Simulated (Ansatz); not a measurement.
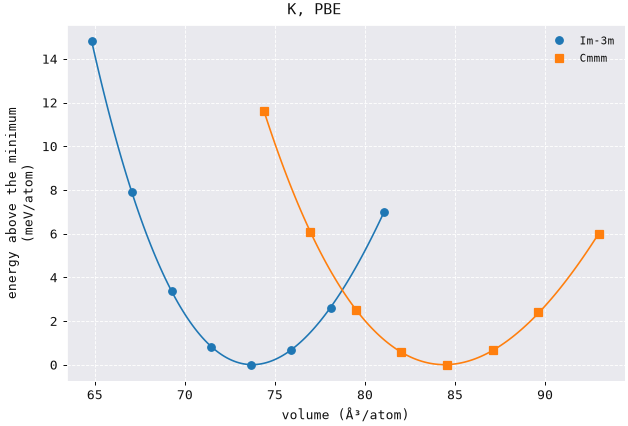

The picture above shows the energy above the minimum against volume, with one curve for each structure, for K. Each energy curve has its own zero, so the curves don't rank the structures.

Calculation (Ansatz 0.2.0): third-order Birch-Murnaghan fit to density functional energies at scaled volumes of the given relaxed cell, shape and atoms relaxed at each volume; energies count from the fitted minimum; plane waves with PAW datasets, Γ-centred k mesh. Level: PBE, no spin polarisation.

- wave cutoff: 420 eV
- occupations: Gaussian
- smearing width: 0.1 eV

Settings that differ: Im-3m: k mesh 12×12×12; Cmmm: k mesh 6×6×4.

Order the curves by fitted equilibrium volume, smallest first.

Answer. Im-3m 73.74, Cmmm 84.41 Å³/atom.

Order the curves by fitted bulk modulus, smallest first.

Answer. Cmmm 2.57, Im-3m 3.59 GPa.

The computed values:

Im-3m:
```csv
volume (Å³/atom),energy above the minimum (meV/atom)
64.835,14.8
67.046,7.9
69.256,3.4
71.466,0.8
73.676,0.0
75.887,0.7
78.097,2.6
81.044,7.0
```

Cmmm:
```csv
volume (Å³/atom),energy above the minimum (meV/atom)
74.409,11.6
76.946,6.1
79.483,2.5
82.019,0.6
84.556,0.0
87.093,0.7
89.629,2.4
93.012,6.0
```
